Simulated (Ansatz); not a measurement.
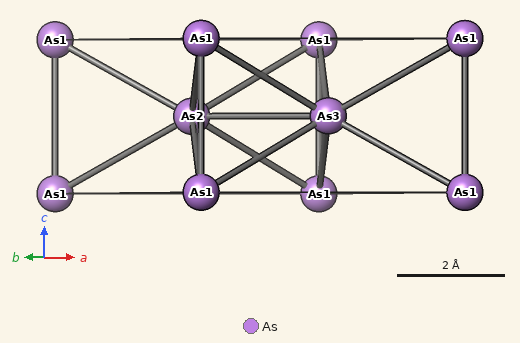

The structure as given in the input (ball-and-stick view of the cell of the calculation, seen at an oblique angle; atoms are numbered from 1 in the order of the input).

**Two runs on As**

System: As (P6/mmm, 3 atoms in the cell).
Method of run 1: DFT, BLYP, plane waves (420 eV) with PAW, scalar-relativistic, no spin polarisation (Ansatz 0.2.0).

Text and figures count atoms from 1; the logs count them from 0 in places.

Input file, run 1:
```yaml
crystal:
  lattice:
    - [4.9492639087, 0.0, 0.0]
    - [-2.4746319543, 4.2861882749, 0.0]
    - [0.0, 0.0, 2.8825928142]
  atoms:
    - { symbol: As, position: [1.0, 0.0, 0.0] }
    - { symbol: As, position: [0.3333333333, 0.6666666667, 0.5] }
    - { symbol: As, position: [0.6666666667, 0.3333333333, 0.5] }
hamiltonian:
  xc: blyp
  pseudopotentials:
    kind: paw
    azcp:
      As: "pseudopotentials/As.paw.azcp"
basis:
  ecutwfc: 420
  fft_grid_basis: typed
kpoints:
  mp_grid: { grid: [8, 8, 12], shift: [0, 0, 0] }
magnetization:
  spin_polarized: false
scf:
  occupations: { method: fermi_dirac, width: 0.1 }
  lower_state_search: "off"
output:
  stress: true
```

Hardware: 2 threads of an x86-64 CPU, shared host.

Output, shortened to warnings, some set-up lines, iterations and results (run 1):
```
Basis set: ecut = 420 eV, 1215 PW (Γ), exchange–correlation on 72×72×40 points (8 copies of the dense FFT grid, shifted against one another)
Symmetry: 24 space group operations
k-points: 70 of 768
Initial density: superposition of atomic densities (neutral atoms: chi_scale 0, normalization atom), corrected by the library's trained network
[...]
SCF iter   1: F=—  HF=-14598.317889 eV  |F-HF|=—  |Δ(HF+E_count)|=         —  Δρ=9.04e-3  dr2=5.25e-2  ethr=1.77e-3  ⟨swp⟩=5.3  Hψ=7019  notcnv=0
SCF iter   2: F=—  HF=-14598.305974 eV  |F-HF|=—  |Δ(HF+E_count)|=   1.19e-2  Δρ=5.72e-3  dr2=2.20e-2  ethr=1.17e-4  ⟨swp⟩=1.0  Hψ=2450  notcnv=0
SCF iter   3: F=—  HF=-14598.299351 eV  |F-HF|=—  |Δ(HF+E_count)|=   6.62e-3  Δρ=1.19e-3  dr2=9.72e-4  ethr=4.89e-5  ⟨swp⟩=2.0  Hψ=2442  notcnv=0
SCF iter   4: F=—  HF=-14598.298751 eV  |F-HF|=—  |Δ(HF+E_count)|=   6.00e-4  Δρ=6.35e-4  dr2=1.52e-4  ethr=2.16e-6  ⟨swp⟩=2.0  Hψ=2777  notcnv=0
SCF iter   5: F=—  HF=-14598.298759 eV  |F-HF|=—  |Δ(HF+E_count)|=   7.55e-6  Δρ=8.48e-5  dr2=3.75e-6  ethr=3.38e-7  ⟨swp⟩=3.0  Hψ=3748  notcnv=0
SCF iter   6: F=—  HF=-14598.298788 eV  |F-HF|=—  |Δ(HF+E_count)|=   2.94e-5  Δρ=4.11e-5  dr2=1.10e-6  ethr=8.34e-9  ⟨swp⟩=2.0  Hψ=3479  notcnv=0
SCF iter   7: F=—  HF=-14598.298788 eV  |F-HF|=—  |Δ(HF+E_count)|=   6.55e-9  Δρ=2.08e-5  dr2=2.98e-7  ethr=2.45e-9  ⟨swp⟩=2.0  Hψ=3478  notcnv=0
SCF iter   8: F=-14598.298788 eV  HF=-14598.298788 eV  |F-HF|=1.66e-9  |Δ(HF+E_count)|=   2.26e-7  Δρ=4.24e-6  dr2=1.51e-8  ethr=2.22e-10  ⟨swp⟩=4.0  Hψ=6062  notcnv=0
SCF 1 converged in 8 iterations: F = -14598.298788 eV  dr2 = 1.51e-8
SCF converged after 8 iterations
Free energy (F): -14598.298788 eV
Harris-Foulkes:  -14598.298788 eV  (|F-HF|=1.66e-9)
Internal energy: -14598.240188 eV  (E = F + TS)
E sigma→0 (E₀):  -14598.269488 eV
Entropy (-TS):   -0.058600 eV (-19.533 meV/atom)
Fermi energy:    11.696678 eV
--- Per-component energies (eV) ---
  E_band       = -646.177883
  E_kinetic    = 307.192754
  E_local      = -4560.979340  (includes V_loc(G=0)·N_el)
  E_nonlocal   = -2020.801367
  E_hartree    = 2577.923232
  E_xc         = -233.137368
  E_vxc        = -230.661215  (∫ρ·V_xc dr)
  E_paw        = -5538.667790  (= ΣΔE_a)
  E_vpaw       = 703.222708  (= ΣTr[D̂ρ^β])
  E_aug_tail   = 0.000030  (compensation charges beyond the density's cutoff)
  E_ewald      = -5130.357198
  E_core_change = 0.586859  (= ΣΔE_core)
  E_smearing   = -0.058600  (= −TS)
  E_closure    = 0.000000  (closes the sum)
  Σ components = -14598.298788   (vs F -14598.298788, Δ=0.00e0)
--- Stress (GPa, compression-positive) ---
        2.940551       0.000000       0.000000
        0.000000       2.940551       0.000000
        0.000000       0.000000       2.398123
  P = ⅓ Tr σ = 2.7597 GPa (27.597 kbar)
```

For run 2 the input was changed thus:
```diff
-    - [4.9492639087, 0.0, 0.0]
-    - [-2.4746319543, 4.2861882749, 0.0]
-    - [0.0, 0.0, 2.8825928142]
+    - [4.8077782151, 0.0, 0.0]
+    - [-2.4038891076, 4.1636580701, 0.0]
+    - [0.0, 0.0, 2.8001875008]
```

What does this change do to the results?

With the same functional and potentials, run 2 lies 67.3 meV per atom higher. The pressure goes from 2.76 to 10.51 GPa. The volume per atom goes from 20.38 to 18.68 Å³. The cell is scaled evenly with the atoms at fixed fractional positions, so −ΔP/Δ ln V estimates the bulk modulus midway between the two volumes: about 89 GPa. The number of SCF iterations is the same. The plane waves at Γ go from 1215 to 1125.

Output, shortened to warnings, some set-up lines, iterations and results (run 2):
```
Basis set: ecut = 420 eV, 1125 PW (Γ), exchange–correlation on 72×72×40 points (8 copies of the dense FFT grid, shifted against one another)
Symmetry: 24 space group operations
k-points: 70 of 768
Initial density: superposition of atomic densities (neutral atoms: chi_scale 0, normalization atom), corrected by the library's trained network
[...]
SCF iter   1: F=—  HF=-14598.115344 eV  |F-HF|=—  |Δ(HF+E_count)|=         —  Δρ=9.80e-3  dr2=5.09e-2  ethr=1.77e-3  ⟨swp⟩=5.2  Hψ=7095  notcnv=0
SCF iter   2: F=—  HF=-14598.103867 eV  |F-HF|=—  |Δ(HF+E_count)|=   1.15e-2  Δρ=6.19e-3  dr2=2.20e-2  ethr=1.13e-4  ⟨swp⟩=1.0  Hψ=2450  notcnv=0
SCF iter   3: F=—  HF=-14598.097046 eV  |F-HF|=—  |Δ(HF+E_count)|=   6.82e-3  Δρ=1.09e-3  dr2=6.48e-4  ethr=4.89e-5  ⟨swp⟩=2.0  Hψ=2425  notcnv=0  defer=1
SCF iter   4: F=—  HF=-14598.096716 eV  |F-HF|=—  |Δ(HF+E_count)|=   3.30e-4  Δρ=5.56e-4  dr2=1.01e-4  ethr=1.44e-6  ⟨swp⟩=2.0  Hψ=2775  notcnv=0  defer=1
SCF iter   5: F=—  HF=-14598.096721 eV  |F-HF|=—  |Δ(HF+E_count)|=   5.24e-6  Δρ=9.29e-5  dr2=3.57e-6  ethr=2.25e-7  ⟨swp⟩=2.1  Hψ=2887  notcnv=0  defer=1
SCF iter   6: F=—  HF=-14598.096747 eV  |F-HF|=—  |Δ(HF+E_count)|=   2.54e-5  Δρ=3.38e-5  dr2=6.05e-7  ethr=7.92e-9  ⟨swp⟩=2.0  Hψ=3476  notcnv=0  defer=1
SCF iter   7: F=—  HF=-14598.096747 eV  |F-HF|=—  |Δ(HF+E_count)|=   3.13e-7  Δρ=1.59e-5  dr2=1.58e-7  ethr=1.34e-9  ⟨swp⟩=2.0  Hψ=3477  notcnv=0  defer=1
SCF iter   8: F=-14598.096747 eV  HF=-14598.096747 eV  |F-HF|=9.04e-10  |Δ(HF+E_count)|=   6.62e-8  Δρ=3.60e-6  dr2=1.02e-8  ethr=2.22e-10  ⟨swp⟩=4.0  Hψ=6588  notcnv=0
SCF 1 converged in 8 iterations: F = -14598.096747 eV  dr2 = 1.02e-8
SCF converged after 8 iterations
Free energy (F): -14598.096747 eV
Harris-Foulkes:  -14598.096747 eV  (|F-HF|=9.04e-10)
Internal energy: -14598.043697 eV  (E = F + TS)
E sigma→0 (E₀):  -14598.070222 eV
Entropy (-TS):   -0.053050 eV (-17.683 meV/atom)
Fermi energy:    13.167186 eV
--- Per-component energies (eV) ---
  E_band       = -584.600332
  E_kinetic    = 311.323627
  E_local      = -4323.229136  (includes V_loc(G=0)·N_el)
  E_nonlocal   = -2020.571880
  E_hartree    = 2488.947855
  E_xc         = -235.020603
  E_vxc        = -233.276567  (∫ρ·V_xc dr)
  E_paw        = -5538.744537  (= ΣΔE_a)
  E_vpaw       = 703.256747  (= ΣTr[D̂ρ^β])
  E_aug_tail   = 0.000024  (compensation charges beyond the density's cutoff)
  E_ewald      = -5281.335907
  E_core_change = 0.586859  (= ΣΔE_core)
  E_smearing   = -0.053050  (= −TS)
  E_closure    = 0.000000  (closes the sum)
  Σ components = -14598.096747   (vs F -14598.096747, Δ=0.00e0)
--- Stress (GPa, compression-positive) ---
       10.695948       0.000000      -0.000000
        0.000000      10.695948      -0.000000
       -0.000000      -0.000000      10.132696
  P = ⅓ Tr σ = 10.5082 GPa (105.082 kbar)
```

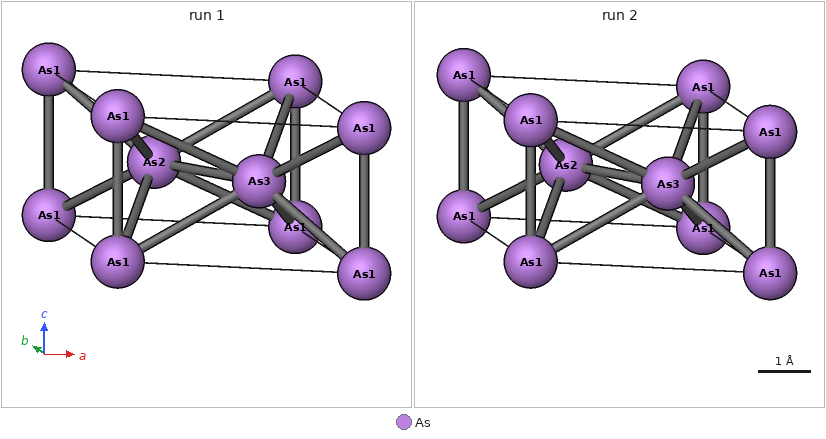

The two input geometries at one scale (ball-and-stick view of the cell of the calculation, seen slightly off an axis). No atom moves by more than 0.005 Å relative to the cell. Cell: a = b 4.949 → 4.808 Å (−2.9 %), c 2.883 → 2.800 Å (−2.9 %). Volume −8.3 %. Among the contacts that change: As1–As2 3.200 → 3.109 Å, As1–As1 2.883 → 2.800 Å, As2–As3 2.857 → 2.776 Å.

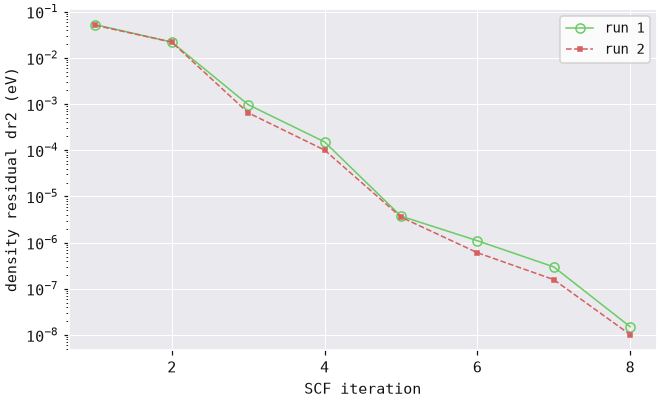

Convergence of the two runs: density residual dr2 against the SCF iteration. Run 1 takes 8 iterations in all, and run 2 takes 8.

The two runs side by side:

```csv
quantity,run 1,run 2
outcome,converged,converged
free energy per atom (eV),−4866.0996,−4866.0322
"energy per atom, smearing taken to zero (eV)",−4866.0898,−4866.0234
pressure (GPa),2.76,10.51
volume per atom (Å³),20.38,18.68
SCF iterations,8,8
irreducible k-points,70,70
plane waves at Γ,1215,1125
wall time (shared host),1.5 s,1.5 s
```

For run 2: The cell is under a pressure of 10.5 GPa at this level, so it is not at its equilibrium volume.
